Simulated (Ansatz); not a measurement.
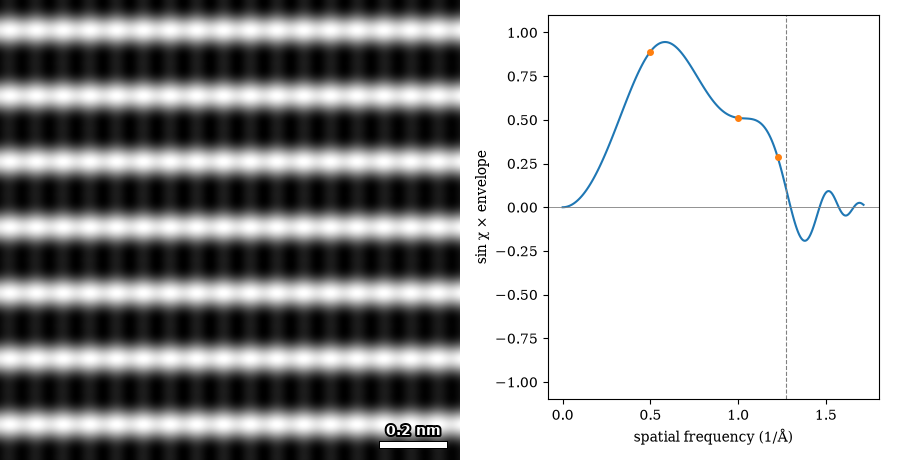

Phase-contrast TEM-like image of Ni (Im-3m, No. 229) along [211]. Simulated in the weak-phase-object approximation with neutral-atom potentials: 200 kV, Cs = −13 µm, defocus +69 Å (negative is underfocus), defocus spread 12 Å, aperture 1.27 1/Å. Structure: the end point of a relaxation with DFT, RPBE, plane waves (420 eV) with PAW, scalar-relativistic in Ansatz 0.2.0; the starting structure was generated, so it need not be a known form of this composition.

The plot gives the contrast transfer function, the aperture (dashed) and the crystal's spatial frequencies that carry visible contrast (dots).

Do the atom columns appear dark or bright, and why?

Answer. Bright. With negative Cs and overfocus sin χ is positive over the pass band, so the strongest columns (Ni) come out brighter than the background.

What point resolution do these settings give, and which lattice spacings pass?

Answer. About 0.8 Å (0.66 |Cs|^(1/4) λ^(3/4) with λ = 0.0251 Å). The spacings that carry visible contrast are {110} at 2.00 Å, {220} at 1.00 Å, {222} at 0.82 Å.
